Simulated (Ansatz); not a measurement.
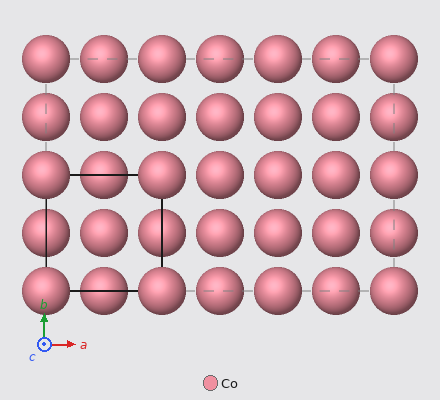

The structure, seen along [001]; the drawing may span several cells.

Structure (in its standard cell), coordinates from a relaxation with DFT, BLYP, plane waves (420 eV) with PAW, scalar-relativistic in Ansatz; the starting structure was generated, so it need not be a known form of this composition:

```
Co
1.0
     3.50894    0.00000    0.00000
     0.00000    3.50894    0.00000
     0.00000    0.00000    3.50894
Co
4
Direct
  0.00000 0.00000 0.00000
  0.00000 0.50000 0.50000
  0.50000 0.00000 0.50000
  0.50000 0.50000 0.00000
```

### What does the kinematic electron diffraction pattern along [001] look like at 300 kV (B = 1 Å²)?

The spots form a square net with both shortest vectors at d = 1.75 Å, 90.0° apart. They are 2 0 0 and 0 2 0. The pattern has symmetry 4mm. The lattice centring (F) removes all reflections that break h + k = 2n, h + l = 2n.

Strongest reflections with d > 0.80 Å, one of each family (|F|² from tabulated Gaussian fits of the electron scattering factors, times a small damping for the curvature of the Ewald sphere):

```
  hkl  d (Å)  I (strongest = 100)
2 0 0  1.754                  100
2 2 0  1.241                   42
4 0 0  0.877                   13
```

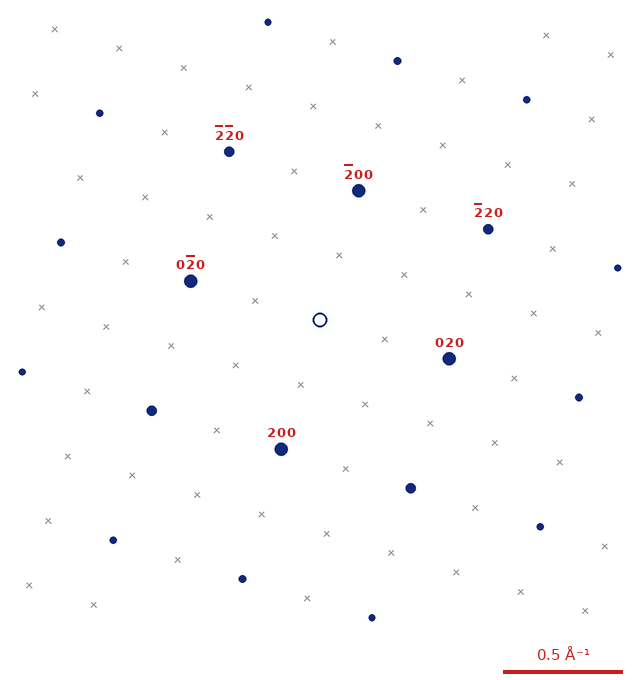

Calculated pattern, seen from the source side with [001] pointing towards the source; crosses mark the places of extinct reflections.
